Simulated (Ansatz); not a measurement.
**Single-point calculation, with input and output: CaO$_{3}$**

System: CaO$_{3}$ (Fm-3m, 4 atoms in the cell).
Method: DFT PBE, scalar-relativistic, plane waves, PAW, no spin polarisation (Ansatz 0.2.0).

The structure was made by a generator, so it may or may not be a known phase. Figures and captions count atoms from 1; the log counts them from 0 in places.

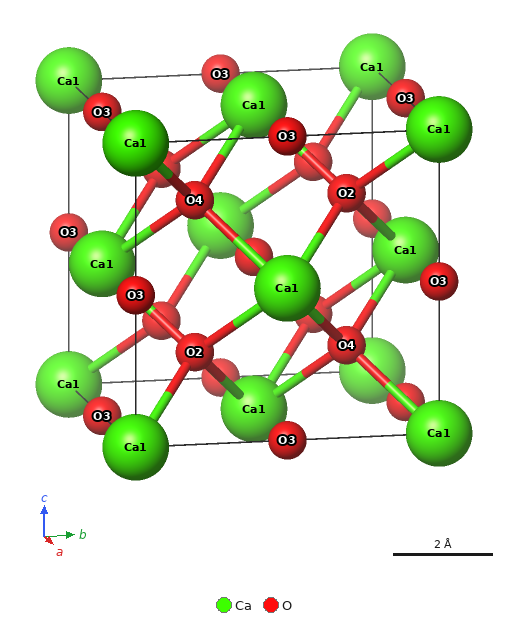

*The structure as given in the input (ball-and-stick view of the cell 4 times as large as that of the calculation, set on its symmetry axes, seen slightly off an axis; atoms are numbered from 1 in the order of the input). An atom can appear more than once, as a periodic image.*

Summary

```json
{"quantity": "outcome", "value": "converged"}
{"quantity": "space group (tolerance 0.01 Å)", "value": "Fm-3m (225)"}
{"quantity": "electrons treated", "value": "28"}
{"quantity": "free energy", "value": "−3511.6018 eV"}
{"quantity": "Fermi energy", "value": "2.451 eV"}
{"quantity": "gap on the k-point mesh", "value": "none (metallic)"}
{"quantity": "pressure", "value": "−15.52 GPa"}
{"quantity": "largest force (length of the vector)", "value": "under 0.001 eV/Å"}
{"quantity": "hardware", "value": "1 thread of Intel Xeon (Sapphire Rapids), 16 GiB of memory available, shared host"}
{"quantity": "wall time", "value": "1.2 s"}
{"quantity": "peak memory", "value": "0.34 GiB"}
```

Remarks

The cell is under a tension of 15.5 GPa at this level, so it is not at its equilibrium volume.

The input
```yaml
crystal:
  lattice:
    - [0.0, 3.15790311, 3.15790311]
    - [3.15790311, 0.0, 3.15790311]
    - [3.15790311, 3.15790311, 0.0]
  atoms:
    - { symbol: Ca, position: [0.0, 0.0, 0.0] }
    - { symbol: O, position: [0.75, 0.75, 0.75] }
    - { symbol: O, position: [0.5, 0.5, 0.5] }
    - { symbol: O, position: [0.25, 0.25, 0.25] }
basis:
  ecutwfc: 420
kpoints:
  mp_grid: { grid: [6, 6, 6] }
hamiltonian:
  xc: pbe
scf:
  occupations: { method: gaussian, width: 0.1 }
  lower_state_search: "off"
output:
  forces: true
  stress: true
  eigenvalues: true
```

Command:
```bash
ansatz run input.yaml --threads 1 --pin off --max-ram 2560MiB --backend cpu --events-out ev --progress --plain --runs-dir out
```

What the program printed
```
Engine: ansatz 0.2.0, x86_64-unknown-linux-gnu
Pseudopotentials: kind: paw
Pseudopotential: Ca, paw, valence charge 10, recommended cutoff 420 eV (normal), Ca.paw.azcp
Pseudopotential: O, paw, valence charge 6, recommended cutoff 420 eV (normal), O.paw.azcp
Functional definition: PBE
  parameter kappa = 0.804
  parameter beta = 0.06672455060314922
  exchange = pbe_x(kappa = kappa, mu = beta*pi^2/3)
  correlation = pbe_c(beta = beta)
Crystal: 4 atoms, lattice volume = 62.983 Å³
Basis set: ecut = 420 eV, 1243 PW (Γ), exchange–correlation on 60×60×60 points (8 copies of the dense FFT grid, shifted against one another)
Bands: 18, of which v1, the nominal top of the filled ones, is band 14 counted from 1 (13 counted from 0)
Symmetry: 48 space group operations
Space group: Fm-3m (ITA 225), of the structure as read, at distance tolerance 4.0e-5 Å
k-points: 16 of 216
Non-local potential: Ca, projectors of the file, l = 0: 3, l = 1: 2, l = 2: 2
Non-local potential: O, projectors of the file, l = 0: 2, l = 1: 2, l = 2: 1
PAW form: soft (Blöchl's): semilocal exchange-correlation on the pseudo side does not see the compensation charge
PAW one-centre angular grid: Ca, 110 points (default); XC on 64 Gauss nodes
PAW one-centre angular grid: O, 110 points (default); XC on 64 Gauss nodes
Initial density: superposition of atomic densities (neutral atoms: chi_scale 0, normalization atom), corrected by the library's trained network
Initial wavefunctions: pseudopotential atomic-orbital guess
Functional: x = pbe(κ = 0.804, μ = 0.2195149727645171), c = pbe(β = 0.06672455060314922)
SCF iter   1: F=—  HF=-3511.602844 eV  |F-HF|=—  |Δ(HF+E_count)|=         —  Δρ=5.36e-3  dr2=2.43e-2  ethr=1.77e-3  ⟨swp⟩=5.0  Hψ=1431  notcnv=0
preconditioner: auto → Kerker (q_TF=auto, 2.383 Å⁻¹)  [metal: Δε(μ)=0.013 eV  Ē_g=12.308 eV  σ=0.100 eV  W_gap=0.07  n_scr=14 (ndim 8)  ℏωp=23.9 eV  f_vac=0.000  D(μ)=13.41/eV (n_scr^D=258)]
SCF iter   2: F=—  HF=-3511.602095 eV  |F-HF|=—  |Δ(HF+E_count)|=   7.50e-4  Δρ=2.27e-3  dr2=4.78e-3  ethr=8.67e-5  ⟨swp⟩=1.0  Hψ=416  notcnv=0
SCF iter   3: F=—  HF=-3511.602051 eV  |F-HF|=—  |Δ(HF+E_count)|=   4.34e-5  Δρ=6.00e-4  dr2=4.25e-4  ethr=1.71e-5  ⟨swp⟩=1.0  Hψ=288  notcnv=0
SCF iter   4: F=—  HF=-3511.601985 eV  |F-HF|=—  |Δ(HF+E_count)|=   6.58e-5  Δρ=2.71e-4  dr2=5.56e-5  ethr=1.52e-6  ⟨swp⟩=2.2  Hψ=409  notcnv=0
SCF iter   5: F=—  HF=-3511.601792 eV  |F-HF|=—  |Δ(HF+E_count)|=   1.93e-4  Δρ=4.22e-5  dr2=1.03e-6  ethr=1.98e-7  ⟨swp⟩=2.0  Hψ=500  notcnv=0
SCF iter   6: F=-3511.601792 eV  HF=-3511.601792 eV  |F-HF|=1.30e-8  |Δ(HF+E_count)|=   5.57e-7  Δρ=6.34e-6  dr2=2.57e-8  ethr=3.57e-10  ⟨swp⟩=5.7  Hψ=1380  notcnv=0
SCF 1 converged in 6 iterations: F = -3511.601792 eV  dr2 = 2.57e-8
  greatest PAW one-centre occupation: 0.995 electrons in one spin orbital (limit 2), on the Ca atom at site 0 (counted from 0), in its partial waves of l = 0
SCF converged after 6 iterations
Free energy (F): -3511.601792 eV
Harris-Foulkes:  -3511.601792 eV  (|F-HF|=1.30e-8)
Internal energy: -3511.535464 eV  (E = F + TS)
E sigma→0 (E₀):  -3511.568628 eV
Entropy (-TS):   -0.066328 eV (-16.582 meV/atom)
Fermi energy:    2.451410 eV
--- Per-component energies (eV) ---
  E_band       = -238.355423
  E_kinetic    = 775.232784
  E_local      = -1668.455260  (includes V_loc(G=0)·N_el)
  E_nonlocal   = 208.814239
  E_hartree    = 526.053006
  E_xc         = -349.673708
  E_vxc        = -441.286020  (∫ρ·V_xc dr)
  E_paw        = -1326.820190  (= ΣΔE_a)
  E_vpaw       = -164.776380  (= ΣTr[D̂ρ^β])
  E_aug_tail   = 0.006658  (compensation charges beyond the density's cutoff)
  E_ewald      = -1676.692993
  E_smearing   = -0.066328  (= −TS)
  E_closure    = -0.000000  (closes the sum)
  Σ components = -3511.601792   (vs F -3511.601792, Δ=0.00e0)
--- Forces (eV/Å), atoms counted from 1 ---
  atom   1  Ca    -0.00000000     0.00000000     0.00000000
  atom   2  O     -0.00000000     0.00000000     0.00000000
  atom   3  O      0.00000000    -0.00000000    -0.00000000
  atom   4  O     -0.00000000     0.00000000     0.00000000
  max |Σ_I F_I| component: 1.62e-17 eV/Å
--- Stress (GPa, compression-positive) ---
      -15.522996       0.000000       0.000000
        0.000000     -15.522996      -0.000000
        0.000000      -0.000000     -15.522996
  P = ⅓ Tr σ = -15.5230 GPa (-155.230 kbar)
--- Band table (eV; the first three rows and the last of 16) ---
  k-point 0: bands = ["-36.3763", "-17.2989", "-17.2989", "-17.2989", "-14.0809", "-12.7394", "-12.6434", "0.9417", "0.9417", "0.9417", "0.9802", "0.9802", "0.9802", "2.6114", "2.6114", "2.6114", "8.8706", "8.8706"]
  k-point 1: bands = ["-36.3756", "-17.3246", "-17.3005", "-17.3005", "-13.9812", "-12.7797", "-12.6889", "0.5325", "0.6721", "0.6721", "1.2770", "1.2770", "1.6803", "2.2696", "2.5778", "2.5778", "9.0370", "9.0370"]
  k-point 2: bands = ["-36.3743", "-17.3728", "-17.3035", "-17.3035", "-13.7558", "-12.9198", "-12.7476", "0.4086", "0.4580", "0.4580", "1.5581", "1.5581", "1.7272", "2.3460", "2.5059", "2.5059", "9.3565", "9.3565"]
  k-point 15: bands = ["-36.3727", "-17.3773", "-17.3358", "-17.3172", "-13.4875", "-12.9720", "-12.9464", "-0.2047", "0.2973", "0.9197", "0.9376", "2.2236", "2.3453", "2.3923", "2.5065", "2.5358", "9.1890", "9.2904"]
```
